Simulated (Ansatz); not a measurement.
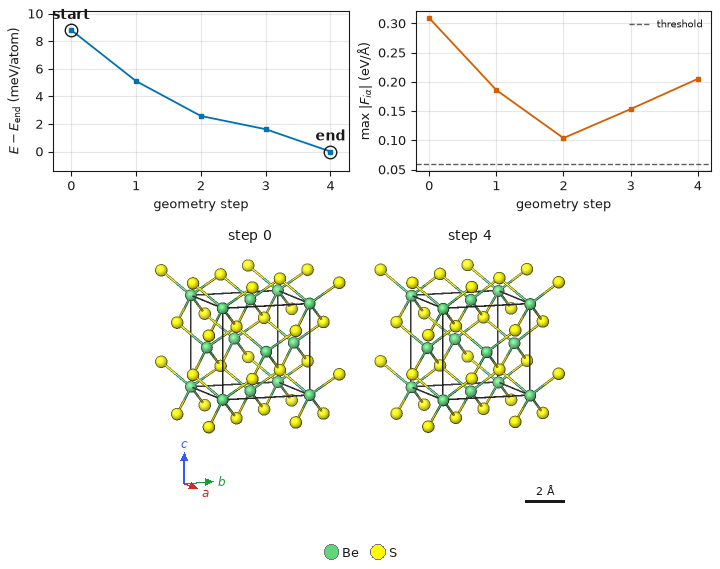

First and last geometry of a relaxation of a crystal of BeS (set up in F-43m) (coarse preliminary run), with the history of the run. The picture is a ball-and-stick view of the conventional cell (4 times the calculation's cell), seen slightly off an axis. Lengths and directions refer to the drawn axes.

Case: input drawn at random.

The calculation used DFT PBE, scalar-relativistic, plane waves, PAW in Ansatz.

The input:
```yaml
crystal:
  lattice:
    - [0.0, 2.4351516489, 2.4351516489]
    - [2.4351516489, 0.0, 2.4351516489]
    - [2.4351516489, 2.4351516489, 0.0]
  atoms:
    - { symbol: Be, position: [0.0, 0.0, 0.0] }
    - { symbol: S, position: [0.75, 0.75, 0.75], spin: -4.0 }
basis:
  ecutwfc: 420
kpoints:
  mp_grid: { grid: [1, 1, 1], shift: [0.05, 0.8, 0.8] }
hamiltonian:
  xc: pbe
scf:
  occupations: { method: fermi_dirac, width: "3000 K" }
  lower_state_search: "off"
  algorithm: direct_min
  max_iter: 88
output:
  forces: true
  stress: true
  eigenvalues: true
  populations: true
magnetization:
  spin_polarized: true
relax:
  adjacent_minimum: "off"
  f_tol: 0.06
  max_steps: 5
```

Command:
```bash
ansatz run input.yaml --threads 1 --pin off --max-ram 1331MiB --backend cpu --events-out ev --progress --plain --runs-dir out
```

Q: What do the curves and the structures tell?

A: The relaxation stopped without meeting its thresholds, so the last structure isn't shown to be converged. It used up its limit of 5 steps. The largest moves, 0.042 Å, are those of Be1 and S2. S2 goes along [−1 −1 1]. By element the largest moves are S 0.042 Å, Be 0.042 Å. The lattice vectors keep their values. Among the contacts that change: Be1–S2 2.109 → 2.194 Å, Be1–S2 (another image) 2.109 → 2.084 Å. Among the angles between lasting bonds that change: S2–Be1–S2 109.5° → 107.2°, S2–Be1–S2 109.5° → 111.7°, Be1–S2–Be1 109.5° → 111.7°. The space group (tolerance 0.01 Å) goes from F-43m (No. 216) to R3m (No. 160). The energy falls by 8.8 meV per atom in 4 geometry steps. Largest force component: 0.31 eV/Å at the start, 0.21 eV/Å at the end. The program noted that the starting moments weren't kept. The run took of the order of 7 core-seconds on a shared host.
